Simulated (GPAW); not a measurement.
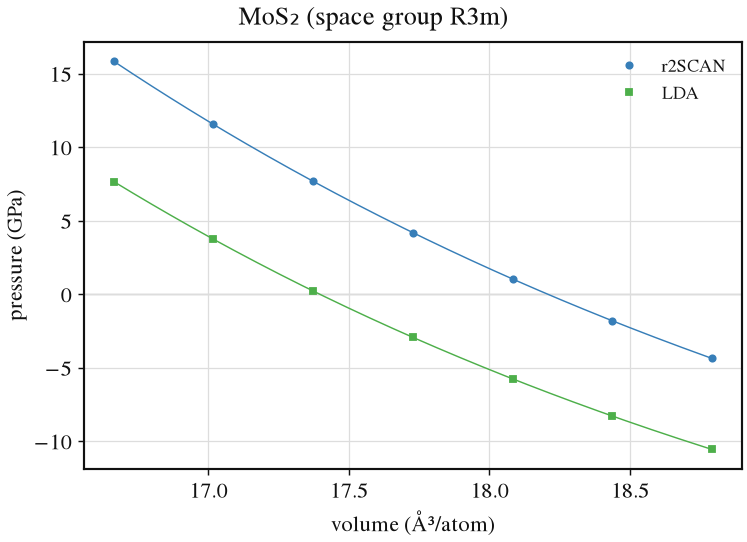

Plotted: pressure against volume, with one curve for each functional, for MoS₂ (space group R3m).

Computed with GPAW 26.7.0: PAW DFT in plane waves, on a grid or in atomic orbitals, no spin polarisation; energies at scaled volumes of the given cell, shape and fractions fixed, counted from the fit's minimum, third-order Birch-Murnaghan fit. All runs: no spin polarisation.

```csv
setting,value
k mesh,7×7×7
occupations,Fermi–Dirac
smearing width,0.05 eV
potentials,GPAW PAW data sets (gpaw data 1.2.1)
wave cutoff,600 eV
```

Question: Order the curves by fitted equilibrium volume, smallest first.

Answer: LDA 17.409, r2SCAN 18.220 Å³/atom.

Question: Order the curves by fitted bulk modulus, smallest first.

Answer: r2SCAN 147.8, LDA 161.6 GPa.

Note: shape and atomic fractions are frozen while scaling, which makes layered, chain and framework solids too stiff.

The computed values:

r2SCAN:
| volume (Å³/atom) | pressure (GPa) |
| --- | --- |
| 16.66 | 15.83 |
| 17.02 | 11.54 |
| 17.37 | 7.67 |
| 17.73 | 4.18 |
| 18.08 | 1.03 |
| 18.44 | −1.81 |
| 18.79 | −4.37 |

LDA:
| volume (Å³/atom) | pressure (GPa) |
| --- | --- |
| 16.66 | 7.65 |
| 17.02 | 3.73 |
| 17.37 | 0.21 |
| 17.73 | −2.94 |
| 18.08 | −5.76 |
| 18.44 | −8.29 |
| 18.79 | −10.56 |
